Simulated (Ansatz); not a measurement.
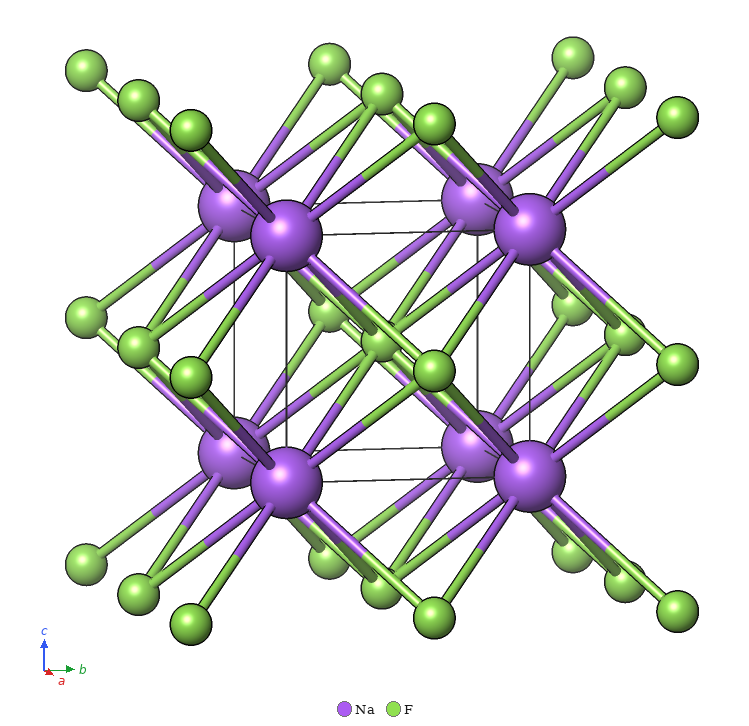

We look at a ball-and-stick model of the crystal slightly off an axis. The conventional unit cell is drawn as a box. Bonds that leave the box are completed with the atoms at their other ends.

NaF, caesium chloride (CsCl, B2) type, space group Pm-3m (No. 221), a = 2.905 Å, b = 2.905 Å, c = 2.905 Å, α = 90.00°, β = 90.00°, γ = 90.00°. Provenance: a structure type filled with these elements by a generator (whether the compound takes this form wasn't checked). The cell was then strained or its atoms displaced on purpose. A calculation with Ansatz used it as input.

This one geometry was computed with Ansatz (DFT, plane waves, PAW) at three levels of theory: HSE06, PBE and r2SCAN. It was relaxed with r2SCAN and then strained.

**Which level gives the highest pressure at this volume, and what does that say about its equilibrium volume?**

Highest: PBE (-1.8 GPa), which points to the largest equilibrium volume. Lowest, with the smallest volume: r2SCAN (-5.3 GPa). Levels within 0.5 GPa of each other can't be told apart.

**How does the band gap change with the level of theory?**

PBE: a gap of 5.42 eV, indirect; r2SCAN: a gap of 6.32 eV, indirect; HSE06: a gap of 7.56 eV, indirect.

**Collect the results in a table.**

| level | cutoff (eV) | k-mesh of the run's cell | gap (eV) | pressure (GPa) |
| --- | --- | --- | --- | --- |
| HSE06 | 420 | 6×6×6 | 7.56 | -3.8 |
| PBE | 420 | 10×10×10 | 5.42 | -1.8 |
| r2SCAN | 500 | 10×10×10 | 6.32 | -5.3 |

Gaps are taken on the k-mesh or band path of each run.
